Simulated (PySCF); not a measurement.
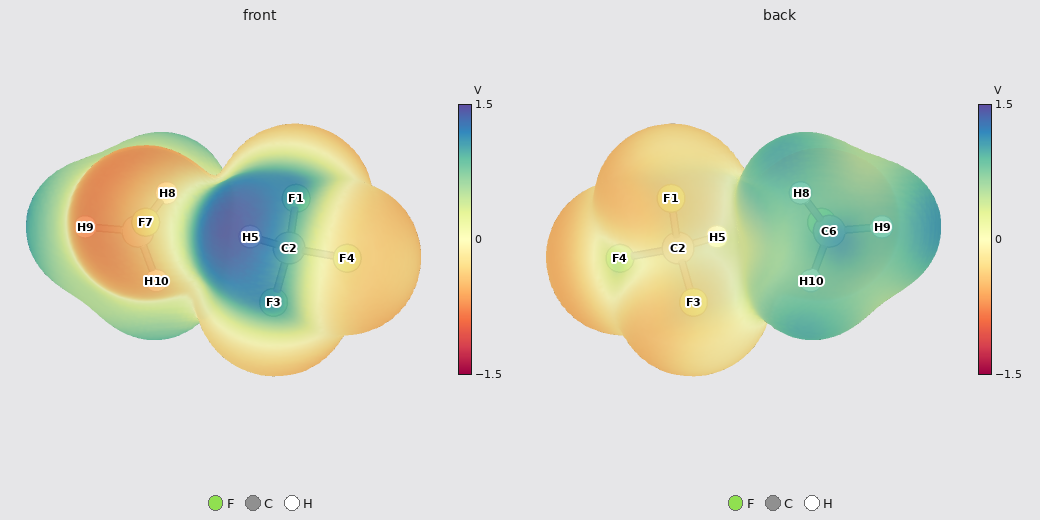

*CHF$_{3}$···CH$_{3}$F (SMILES FC(F)F.CF). The electrostatic potential painted on the density surface at 0.002 e/bohr³, seen from the front and from behind; the colour scale runs from red (negative) to blue (positive).*

Geometry: GFN2-xTB.

The calculation used PySCF, PBE0-D3(BJ)/def2-TZVP, SCF density, gas phase.

```xyz
10

F    -1.1806    0.3287   -0.9251
C    -0.1036   -0.0920   -0.2688
F     0.8677   -0.2840   -1.1570
F     0.2806    0.8725    0.5611
H    -0.3184   -1.0231    0.2786
C    -0.9440   -2.5310   -2.7564
F    -0.9508   -2.7142   -1.3994
H    -1.7117   -1.7954   -2.9970
H    -1.1590   -3.4910   -3.2251
H     0.0457   -2.1711   -3.0380
```

### Describe the electrostatic potential map.

The most negative region (about −0.8 V) lies over F7, the most positive (about +1.4 V) over H5.

### How polar is the complex by this calculation?

Its dipole moment is 1.64 D.
